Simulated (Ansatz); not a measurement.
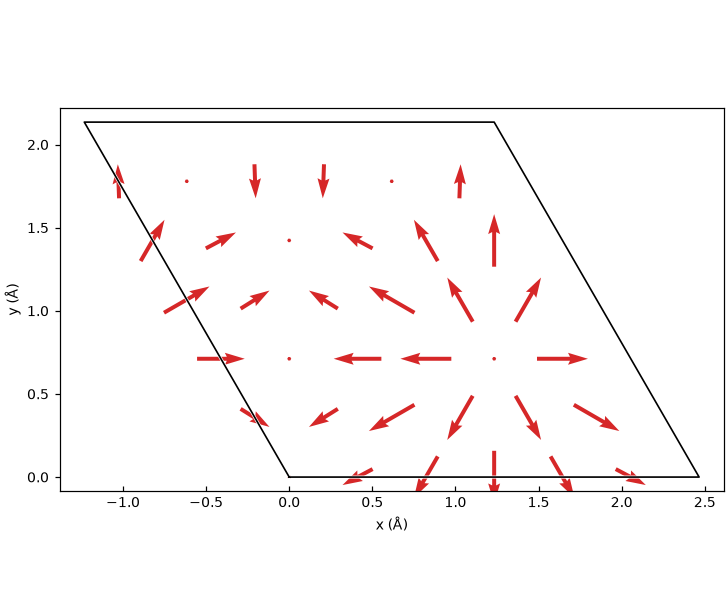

A bilayer of two C sheets, the upper one turned by 180 degrees about the normal (4 atoms in the cell). The upper layer of a bilayer is slid over the lower one; relaxed at each slide: nothing; the origin of the map has C3 above C1; the distance between the facing planes is held at 3.21 Å. Places are given modulo a cell vector. The map is drawn in real space over the plane of the slide. The grid has 6 × 6 points; 7 points were computed and 29 follow by symmetry. At a held distance the lowest stacking need not be the one that binds best once the distance relaxes. These are results of DFT PBE+D3(BJ), scalar-relativistic, plane waves, PAW in Ansatz 0.2.0, not measurements. Settings: cutoff 420 eV, k-mesh 15×15×1, gaussian smearing 0.1 eV, no spin polarisation.

In the figure: arrows along the force (downhill), their lengths compressed, the outline of one cell of the plane.

The arrows alone are given. Where are the wells?

Answer. The arrows converge at (0/6, 0/6) of the cell vectors; (2/6, 4/6) of the cell vectors (read from the interpolated surface).

The energy map of the same scan:

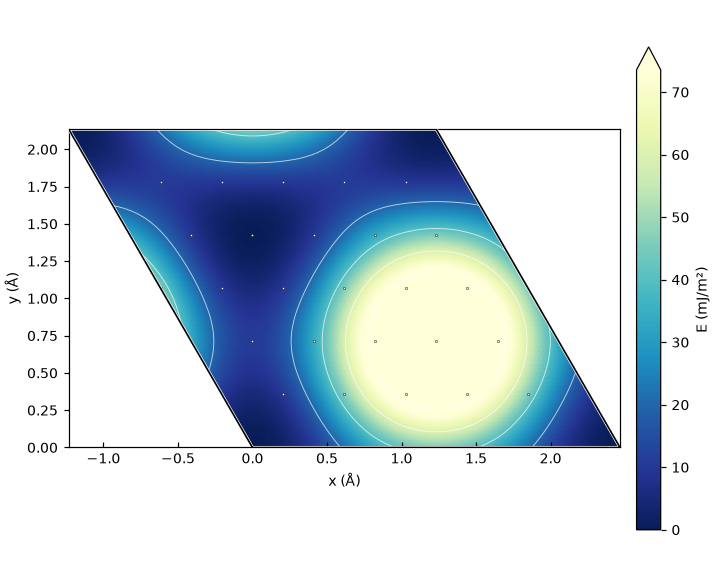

Energies are in mJ/m², from the lowest grid point; between grid points the surface is interpolated.

PAW datasets: the set soft_1.
